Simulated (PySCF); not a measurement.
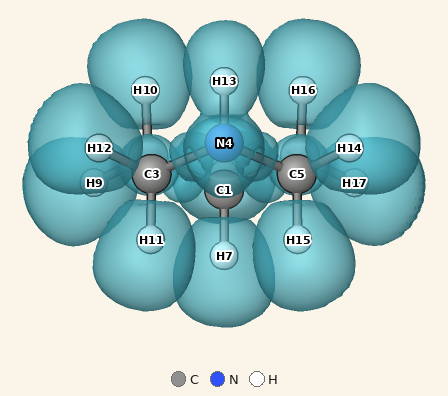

C5H11N. Isosurface of the electron localisation function at 0.75 (cyan), seen from one side. Only the valence region is drawn (cores and ρ < 0.01 e/Å³ removed).

Geometry: GFN2-xTB.

Level of theory: PBE0/def2-SVPD, SCF density, gas phase (PySCF).

```xyz
17

C     1.0578   -0.7171    0.4185
C    -0.0816   -1.3468   -0.3811
C    -1.3805   -0.5732   -0.1240
N    -1.2669    0.8424   -0.4240
C    -0.1827    1.4540    0.3226
C     1.1692    0.7699    0.0856
H     0.8544   -0.8322    1.4862
H     1.9996   -1.2250    0.1981
H    -0.2096   -2.3940   -0.1016
H     0.1567   -1.3088   -1.4480
H    -1.6539   -0.6611    0.9323
H    -2.1968   -0.9851   -0.7228
H    -1.0925    0.9588   -1.4192
H    -0.1315    2.5103    0.0468
H    -0.4425    1.3901    1.3841
H     1.4553    0.8888   -0.9634
H     1.9383    1.2410    0.6999
```

Question: Where are the electrons localised?

Answer: The surface consists of four regions between bonded C–C atoms (shared pairs), ten regions around hydrogen nuclei and one joined region spread over several atoms (H, N), in which their bonds and any lone pairs are merged.

Values along the shortest contacts:
C–N (1.45 Å): the ELF peaks at about 0.95 between the atoms (localised, covalent bonding). C–C (1.53 Å): the ELF peaks at about 0.95 between the atoms (a shared electron pair).
